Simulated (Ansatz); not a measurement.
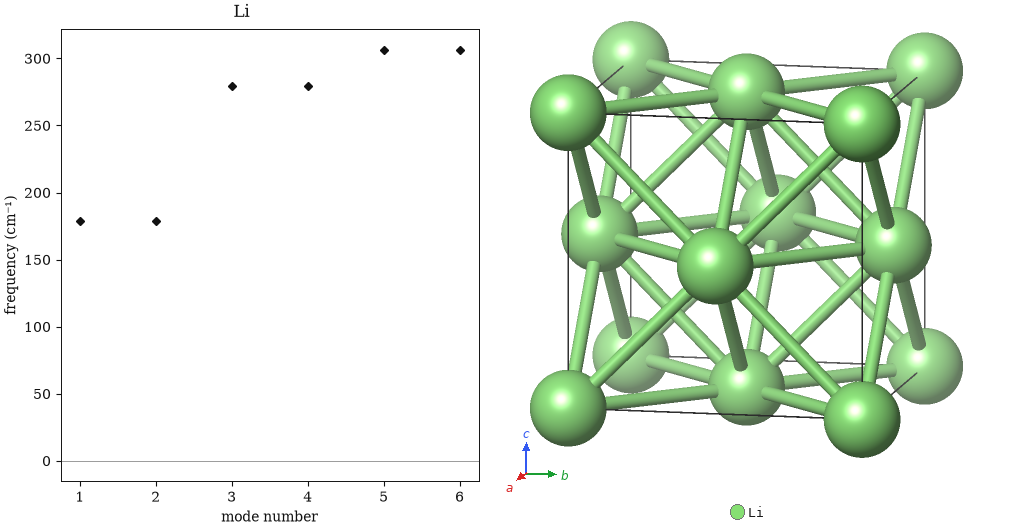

The figure shows the zone-centre optical phonon frequencies (the three acoustic modes are left out) for Li, space group Fm-3m (No. 225). The conventional cell is drawn beside the plot.

Structure:
```yaml
crystal:
  lattice:
    - [4.78053, -2.16554, 0.74489]
    - [4.78053, 2.16554, 0.74489]
    - [0.50912, 0.00000, 3.01629]
  atoms:
    - { symbol: Li, position: [0.33333, 0.33333, 0.66667] }
    - { symbol: Li, position: [0.66667, 0.66667, 0.33333] }
    - { symbol: Li, position: [0.00000, 0.00000, 0.00000] }
```

Method: harmonic phonon frequencies at the zone centre with atoms at rest in the given cell, without the long-range term of polar modes, the three translations left out, imaginary frequencies are negative; plane waves with PAW datasets, Γ-centred k mesh (Ansatz 0.2.0). Level: PBE, no spin polarisation.

wave cutoff 420 eV; k mesh 12×12×16; occupations Fermi–Dirac; smearing width 0.15 eV; pressure 0 GPa; phonon method linear response.

### Is the structure dynamically stable by these modes?

No frequency is imaginary, so the structure is stable to these displacements (zone-boundary modes weren't tested here).

### What is the highest frequency?

The highest mode lies at 306.5 cm⁻¹.

Keep in mind: metal sensitive to the k mesh; structure snapped to symmetry.
